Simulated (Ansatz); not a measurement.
**Two runs on ZnSe**

System: ZnSe (P6₃/mmc, 4 atoms in the cell).
Method of run 1: DFT, r2SCAN, plane waves, PAW, no spin polarisation (Ansatz 0.2.0).

The structure was built on a prototype by a generator. The geometry comes from this level: r2SCAN (a point of a series of strains). Text and figures count atoms from 1; the logs count them from 0 in places.

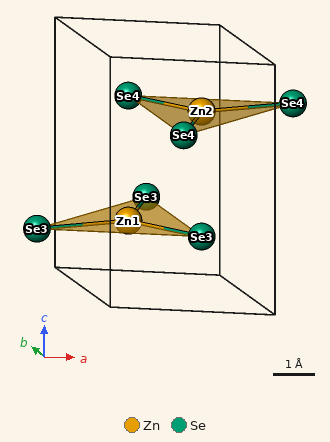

The structure (polyhedral view of the cell of the calculation, seen slightly off an axis; polyhedra are completed across the faces of the cell; atoms are numbered from 1 in the order of the input).

### The input, run 1
```yaml
crystal:
  lattice:
    - [4.1513888435, 0.0, 0.0]
    - [-2.0756944217, 3.5952081994, 0.0]
    - [0.0, 0.0, 6.4013572999]
  atoms:
    - { symbol: Zn, position: [0.3333333333, 0.6666666667, 0.25] }
    - { symbol: Zn, position: [0.6666666667, 0.3333333333, 0.75] }
    - { symbol: Se, position: [0.6666666667, 0.3333333333, 0.25] }
    - { symbol: Se, position: [0.3333333333, 0.6666666667, 0.75] }
kpoints:
  mp_grid: { grid: [12, 12, 4] }
  band_path:
    path:
      - [0.0, 0.0, 0.0]
      - [0.5, 0.0, 0.0]
      - [0.3333333333, 0.3333333333, 0.0]
      - [0.0, 0.0, 0.5]
      - [0.5, 0.0, 0.5]
      - [0.3333333333, 0.3333333333, 0.5]
    npoints: 1
hamiltonian:
  xc: r2scan
scf:
  occupations: { method: fixed }
  n_extra_bands: 5
output:
  forces: true
  stress: true
  eigenvalues: true
```

Hardware: 4 threads of an Arm (aarch64) CPU, shared host.

### Output, shortened to warnings, some set-up lines, iterations and results (run 1)
```
Basis set: ecut = 500 eV, 2417 PW (Γ), exchange–correlation on 128×128×192 points (64 copies of the dense FFT grid, shifted against one another)
Symmetry: 24 space group operations
k-points: 57 of 576
Initial density: superposition of atomic densities (neutral atoms: chi_scale 0, normalization atom), corrected by the library's trained network
[...]
SCF iter   1: F=—  HF=-17610.221620 eV  |F-HF|=—  |Δ(HF+E_count)|=         —  Δρ=1.38e-2  dr2=8.54e-2  dr2_τ=1.17e-2  ethr=1.77e-3  ⟨swp⟩=4.9  Hψ=7005  notcnv=0  defer=169
SCF iter   2: F=—  HF=-17610.212926 eV  |F-HF|=—  |Δ(HF+E_count)|=   8.69e-3  Δρ=2.21e-3  dr2=5.25e-3  dr2_τ=3.93e-4  ethr=1.52e-4  ⟨swp⟩=2.1  Hψ=3370  notcnv=0  defer=170
SCF iter   3: F=—  HF=-17610.211055 eV  |F-HF|=—  |Δ(HF+E_count)|=   1.87e-3  Δρ=3.00e-3  dr2=4.79e-3  dr2_τ=2.22e-5  ethr=9.37e-6  ⟨swp⟩=2.1  Hψ=2855  notcnv=0  defer=170
SCF iter   4: F=—  HF=-17610.210868 eV  |F-HF|=—  |Δ(HF+E_count)|=   1.87e-4  Δρ=1.10e-3  dr2=8.43e-4  dr2_τ=7.00e-6  ethr=8.55e-6  ⟨swp⟩=3.0  Hψ=3102  notcnv=0  defer=170
SCF iter   5: F=—  HF=-17610.210805 eV  |F-HF|=—  |Δ(HF+E_count)|=   6.36e-5  Δρ=2.51e-4  dr2=7.39e-5  dr2_τ=1.03e-6  ethr=1.51e-6  ⟨swp⟩=2.6  Hψ=3314  notcnv=0  defer=170
SCF iter   6: F=—  HF=-17610.210836 eV  |F-HF|=—  |Δ(HF+E_count)|=   3.09e-5  Δρ=9.41e-5  dr2=8.45e-6  dr2_τ=4.59e-8  ethr=1.32e-7  ⟨swp⟩=2.0  Hψ=2167  notcnv=0  defer=57
SCF iter   7: F=—  HF=-17610.210838 eV  |F-HF|=—  |Δ(HF+E_count)|=   1.96e-6  Δρ=1.16e-5  dr2=2.54e-7  dr2_τ=3.37e-9  ethr=1.51e-8  ⟨swp⟩=2.0  Hψ=2850  notcnv=0  defer=59
SCF iter   8: F=-17610.210838 eV  HF=-17610.210838 eV  |F-HF|=1.02e-8  |Δ(HF+E_count)|=   2.69e-8  Δρ=4.27e-6  dr2=2.07e-8  dr2_τ=4.01e-10  ethr=1.79e-10  ⟨swp⟩=8.6  Hψ=9157  …
SCF 1 converged in 8 iterations: F = -17610.210838 eV  dr2 = 2.07e-8
NSCF: frozen V_eff on 6 k-points
SCF converged after 8 iterations
Free energy (F): -17610.210838 eV
Harris-Foulkes:  -17610.210838 eV  (|F-HF|=1.02e-8)
Internal energy: -17610.210838 eV  (E = F + TS)
E sigma→0 (E₀):  -17610.210838 eV
Fermi energy:    6.133959 eV
--- Per-component energies (eV) ---
  E_band       = -829.629610
  E_kinetic    = 497.864727
  E_local      = -8977.932857  (includes V_loc(G=0)·N_el)
  E_nonlocal   = 46.774571
  E_hartree    = 4157.251568
  E_xc         = -443.200184
  E_vxc        = -316.657461  (∫ρ·V_xc dr)
  E_paw        = -7552.074919  (= ΣΔE_a)
  E_vpaw       = -410.188690  (= ΣTr[D̂ρ^β])
  E_aug_tail   = -0.000526  (compensation charges beyond the density's cutoff)
  E_vtau       = 16.000151  (kinetic-family band-sum trace: ∫τ·v_τ [+ j·A + Jᵃ·Aᵃ] dr)
  E_ewald      = -5334.998438
  E_core_change = -3.894778  (= ΣΔE_core)
  E_smearing   = -0.000000  (= −TS)
  E_closure    = 0.000000  (closes the sum)
  Σ components = -17610.210838   (vs F -17610.210838, Δ=0.00e0)
--- Forces (eV/Å), atoms counted from 1 ---
  atom   1  Zn     0.00000000    -0.00000000     0.00000000
  atom   2  Zn    -0.00000000     0.00000000     0.00000000
  atom   3  Se    -0.00000000     0.00000000     0.00000000
  atom   4  Se     0.00000000    -0.00000000     0.00000000
  max |Σ_I F_I| component: 7.40e-17 eV/Å
--- Stress (GPa, compression-positive) ---
       -1.062667      -0.000000       0.000000
       -0.000000      -1.062667       0.000000
        0.000000       0.000000      -0.937230
  P = ⅓ Tr σ = -1.0209 GPa (-10.209 kbar)
```

For run 2 the input was changed thus:
```diff
-  xc: r2scan
+  xc: pbe
-  occupations: { method: fixed }
+  occupations: { method: fermi_dirac, width: 0.02 }
```

What does this change do to the results?

The total energies belong to different methods, so their difference says nothing on which is more stable or more accurate. The gap on the mesh goes from 1.09 to 0.57 eV. The pressure goes from −1.02 to 0.97 GPa. The functional changes from r2SCAN to PBE. The number of SCF iterations is the same. The default cutoff goes from 500 to 420 eV with the change. The plane waves at Γ go from 2417 to 1851.

### Output, shortened to warnings, some set-up lines, iterations and results (run 2)
```
Basis set: ecut = 420 eV, 1851 PW (Γ), exchange–correlation on 60×60×90 points (8 copies of the dense FFT grid, shifted against one another)
Symmetry: 24 space group operations
k-points: 57 of 576
Initial density: superposition of atomic densities (neutral atoms: chi_scale 0, normalization atom), corrected by the library's trained network
[...]
SCF iter   1: F=—  HF=-17578.325026 eV  |F-HF|=—  |Δ(HF+E_count)|=         —  Δρ=1.17e-3  dr2=1.34e-3  ethr=1.77e-3  ⟨swp⟩=6.2  Hψ=8162  notcnv=0
SCF iter   2: F=—  HF=-17578.325421 eV  |F-HF|=—  |Δ(HF+E_count)|=   3.95e-4  Δρ=6.64e-4  dr2=5.14e-4  ethr=2.39e-6  ⟨swp⟩=2.0  Hψ=2793  notcnv=0  defer=37
SCF iter   3: F=—  HF=-17578.325756 eV  |F-HF|=—  |Δ(HF+E_count)|=   3.35e-4  Δρ=2.24e-4  dr2=3.99e-5  ethr=9.17e-7  ⟨swp⟩=2.0  Hψ=3073  notcnv=0  defer=39
SCF iter   4: F=—  HF=-17578.325763 eV  |F-HF|=—  |Δ(HF+E_count)|=   7.07e-6  Δρ=1.17e-4  dr2=1.83e-5  ethr=7.13e-8  ⟨swp⟩=2.0  Hψ=3416  notcnv=0  defer=37
SCF iter   5: F=—  HF=-17578.325770 eV  |F-HF|=—  |Δ(HF+E_count)|=   7.37e-6  Δρ=5.19e-5  dr2=4.94e-6  ethr=3.26e-8  ⟨swp⟩=2.0  Hψ=2724  notcnv=0  defer=38
SCF iter   6: F=—  HF=-17578.325775 eV  |F-HF|=—  |Δ(HF+E_count)|=   4.24e-6  Δρ=2.03e-5  dr2=8.52e-7  ethr=8.82e-9  ⟨swp⟩=2.0  Hψ=3226  notcnv=0  defer=37
SCF iter   7: F=—  HF=-17578.325776 eV  |F-HF|=—  |Δ(HF+E_count)|=   1.02e-6  Δρ=1.22e-5  dr2=2.01e-7  ethr=1.52e-9  ⟨swp⟩=2.0  Hψ=3422  notcnv=0  defer=38
SCF iter   8: F=-17578.325776 eV  HF=-17578.325776 eV  |F-HF|=1.50e-8  |Δ(HF+E_count)|=   1.64e-7  Δρ=2.21e-6  dr2=6.85e-9  ethr=1.79e-10  ⟨swp⟩=7.3  Hψ=8328  notcnv=0
SCF 1 converged in 8 iterations: F = -17578.325776 eV  dr2 = 6.85e-9
NSCF: frozen V_eff on 6 k-points
SCF converged after 8 iterations
Free energy (F): -17578.325776 eV
Harris-Foulkes:  -17578.325776 eV  (|F-HF|=1.50e-8)
Internal energy: -17578.325776 eV  (E = F + TS)
E sigma→0 (E₀):  -17578.325776 eV
Fermi energy:    6.749310 eV
--- Per-component energies (eV) ---
  E_band       = -793.552346
  E_kinetic    = 498.953518
  E_local      = -8963.636495  (includes V_loc(G=0)·N_el)
  E_nonlocal   = 37.676481
  E_hartree    = 4145.298269
  E_xc         = -481.826106
  E_vxc        = -298.970432  (∫ρ·V_xc dr)
  E_paw        = -7479.791056  (= ΣΔE_a)
  E_vpaw       = -358.173130  (= ΣTr[D̂ρ^β])
  E_aug_tail   = -0.001948  (compensation charges beyond the density's cutoff)
  E_ewald      = -5334.998438
  E_smearing   = -0.000000  (= −TS)
  E_closure    = -0.000000  (closes the sum)
  Σ components = -17578.325776   (vs F -17578.325776, Δ=0.00e0)
--- Forces (eV/Å), atoms counted from 1 ---
  atom   1  Zn     0.00000000     0.00000000     0.00000000
  atom   2  Zn    -0.00000000     0.00000000     0.00000000
  atom   3  Se    -0.00000000     0.00000000     0.00000000
  atom   4  Se     0.00000000    -0.00000000     0.00000000
  max |Σ_I F_I| component: 4.63e-17 eV/Å
--- Stress (GPa, compression-positive) ---
        1.472895      -0.000000       0.000000
       -0.000000       1.472895       0.000000
        0.000000       0.000000      -0.037852
  P = ⅓ Tr σ = 0.9693 GPa (9.693 kbar)
```

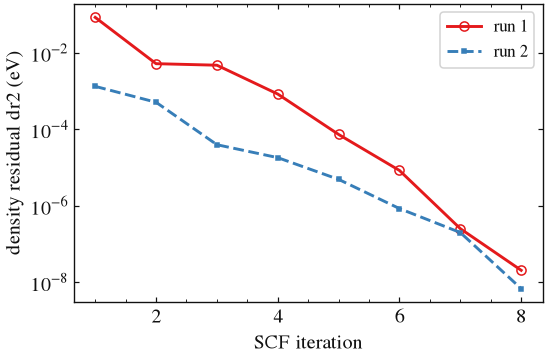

Convergence of the two runs: density residual dr2 against the SCF iteration. Run 1 takes 8 iterations in all, and run 2 takes 8.

### The two runs side by side

| quantity | run 1 | run 2 |
| --- | --- | --- |
| outcome | converged | converged |
| free energy per atom (eV) | −4402.5527 | −4394.5814 |
| gap on the mesh (eV) | 1.09 | 0.57 |
| pressure (GPa) | −1.02 | 0.97 |
| largest force (eV/Å) | 0.000 | 0.000 |
| SCF iterations | 8 | 8 |
| irreducible k-points | 57 | 57 |
| plane waves at Γ | 2417 | 1851 |
| wall time (shared host) | 7.8 s | 3.5 s |
